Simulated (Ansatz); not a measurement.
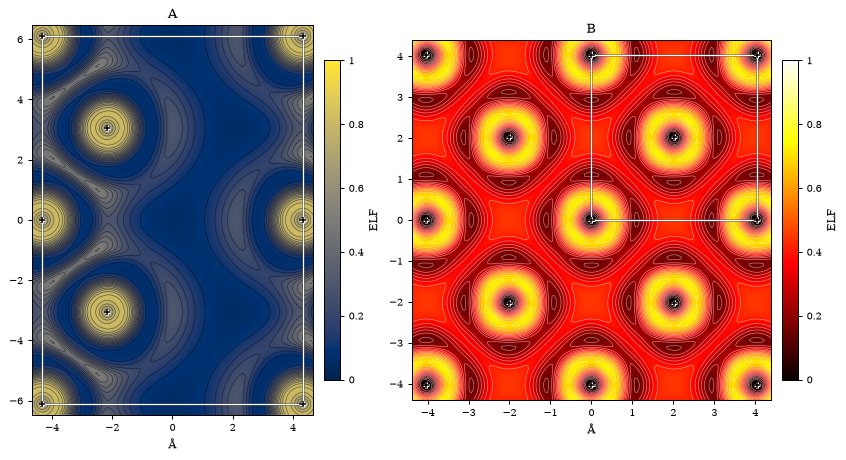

The ELF of 2 systems, each on a plane through atoms (crosses mark nuclei in the plane).

The calculation used DFT, HSE06, plane waves (420 eV) with PAW, scalar-relativistic in Ansatz.

System 1: W, the (100) plane of the conventional cell. Space group Fm-3m; set up as W, fcc; a generated structure, not necessarily the stable one.

```
W
1.0
     4.03802    0.00000    0.00000
     0.00000    4.03802    0.00000
     0.00000    0.00000    4.03802
W
4
Direct
  0.00000 0.00000 0.00000
  0.50000 0.50000 0.00000
  0.50000 0.00000 0.50000
  0.00000 0.50000 0.50000
```

System 2: Yb, the (101) plane of the conventional cell. Space group Fd-3m; set up as Yb, diamond; a generated structure, not necessarily the stable one; computed without spin polarisation.

```cif
data_structure
_symmetry_space_group_name_H-M 'P 1'
_symmetry_Int_Tables_number 1
_cell_length_a 8.6434
_cell_length_b 8.6434
_cell_length_c 8.6434
_cell_angle_alpha 90.000
_cell_angle_beta 90.000
_cell_angle_gamma 90.000
_cell_volume 645.73
loop_
_atom_site_label
_atom_site_type_symbol
_atom_site_fract_x
_atom_site_fract_y
_atom_site_fract_z
_atom_site_occupancy
Yb1 Yb 0.75000 0.25000 0.25000 1
Yb2 Yb 0.25000 0.75000 0.25000 1
Yb3 Yb 0.25000 0.25000 0.75000 1
Yb4 Yb 0.75000 0.75000 0.75000 1
Yb5 Yb 0.50000 0.00000 0.00000 1
Yb6 Yb 0.00000 0.50000 0.00000 1
Yb7 Yb 0.00000 0.00000 0.50000 1
Yb8 Yb 0.50000 0.50000 0.50000 1
```

Question: Which map belongs to which system?

Answer: Panel A is system 2, Yb: the plane holds Yb. Yb–Yb (3.74 Å): the ELF is about 0.45 at the midpoint: no localised pair shows between them. Panel B is system 1, W: the plane holds W. W–W (2.86 Å): the ELF is about 0.35 at the midpoint.
